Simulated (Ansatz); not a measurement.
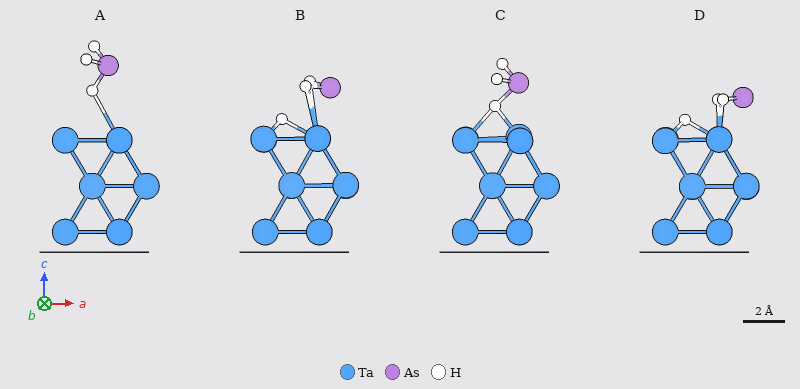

4 geometries from one constrained relaxation of a slab of composition Ta12AsH3 (cut from the Im-3m phase), in shuffled order. Style: ball-and-stick. Shown: the cell of the calculation, outlined in the plane, without the vacuum (origin shifted), along the b axis.

Case: 1 AsH3 a cell, inverted, over a bridge Ta-Ta site. The slab is the (1 1 0) face of Ta with AsH3 on it. 4 atoms are held fixed.

Theory: Ansatz 0.2.0, DFT PBE+D3(BJ), scalar-relativistic, plane waves, PAW. (plane-wave cutoff 420 eV; k-point mesh 4 × 4 × 1; occupations gaussian; smearing width 0.1 eV; no spin polarisation; dipole correction; atoms relaxed in a fixed cell; force threshold 0.04 eV/Å; at most 100 steps)

> Order the frames from highest to lowest energy.

A, C, B, D. They are steps 0, 9, 16, 26, at +3.255 eV per cell of the calculation, +2.749 eV per cell of the calculation, +1.134 eV per cell of the calculation relative to the last. After 25 accepted moves (26 points after the start) the energy has fallen by 3.255 eV per cell of the calculation. Largest force component: 0.42 eV/Å at the start, 0.015 eV/Å at the end. The line search rejected the trial step at point 24 of the run. The largest move is that of an H atom, 2.88 Å at 24° to the normal (−c side). Largest moves by element: H 2.88 Å, As 2.35 Å, Ta 0.07 Å. The cell doesn't change. Some distances before and after: H–Ta 4.835 → 2.000 Å, H–Ta 4.337 → 2.003 Å, As–Ta 4.947 → 2.649 Å, As–H 1.564 → 3.227 Å. New bonds form, among them: H–Ta (2.96 → 2.04 Å), H–Ta (3.38 → 1.96 Å), H–Ta (4.34 → 2.00 Å), H–Ta (4.83 → 2.00 Å). Bonds break, among them: As–H (1.56 → 3.23 Å). Among the angles between lasting bonds that change: Ta–Ta–Ta 180.0° → 176.2°, H–As–H 92.1° → 95.0°, Ta–Ta–Ta 109.8° → 107.3°.

Limits of the set-up: the periodic images lie only 5.7 Å apart, so the values are limited by the cell's size.
